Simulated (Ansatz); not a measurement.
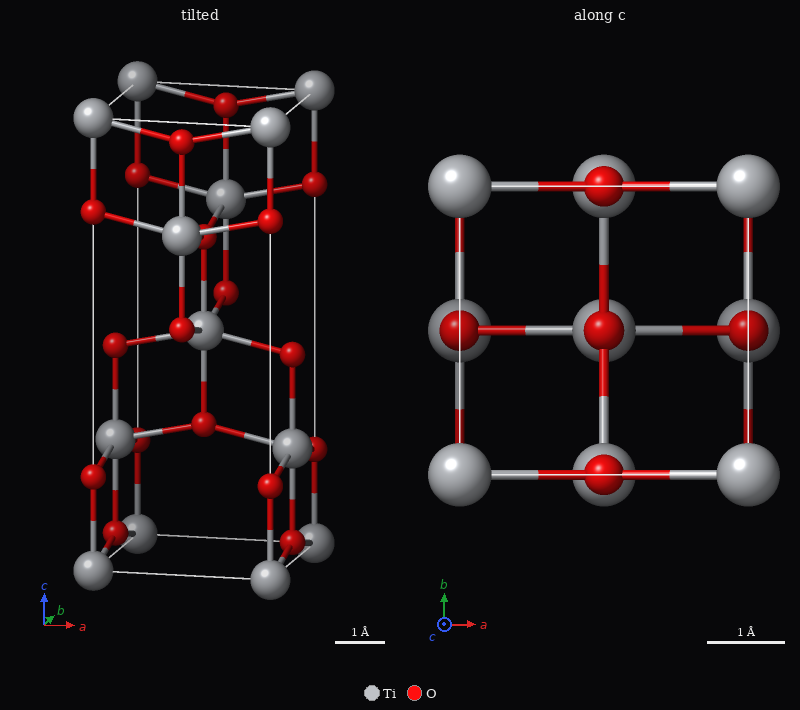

An orthographic ball-and-stick view of the structure, slightly off an axis and along the c axis. The frame is the conventional unit cell; atoms at its boundary are shown with their periodic copies.

TiO2, anatase, space group I4_1/amd (No. 141), a = 3.778 Å, b = 3.778 Å, c = 9.583 Å, α = 90.00°, β = 90.00°, γ = 90.00°. The model was built from a structure listed in the Materials Project. Earlier steps of the study, as a rule a relaxation of our own, may have changed the cell and positions, so they can lie some per cent off the listed ones. A calculation with Ansatz used it as input.

This one geometry was computed with Ansatz (DFT, plane waves, PAW) at four levels of theory: PBE, r2SCAN, HSE06 and PBE0. It was relaxed beforehand with r2SCAN.

> Which level gives the highest pressure at this volume, and what does that say about its equilibrium volume?

Highest: PBE (4.7 GPa), which points to the largest equilibrium volume. Lowest, with the smallest volume: HSE06 (-2.6 GPa) and PBE0 (-2.7 GPa). Levels within 0.5 GPa of each other can't be told apart.

> How does the band gap change with the level of theory?

PBE: a gap of 2.15 eV, indirect; r2SCAN: a gap of 2.53 eV, indirect; HSE06: a gap of 3.64 eV, indirect; PBE0: a gap of 4.38 eV, indirect.

> Collect the results in a table.

| level | cutoff (eV) | k-mesh of the run's cell | gap (eV) | pressure (GPa) |
| --- | --- | --- | --- | --- |
| PBE | 420 | 10×10×10 | 2.15 | 4.7 |
| r2SCAN | 500 | 10×10×10 | 2.53 | 0.0 |
| HSE06 | 420 | 6×6×6 | 3.64 | -2.6 |
| PBE0 | 420 | 6×6×6 | 4.38 | -2.7 |

Gaps are taken on the k-mesh or band path of each run.
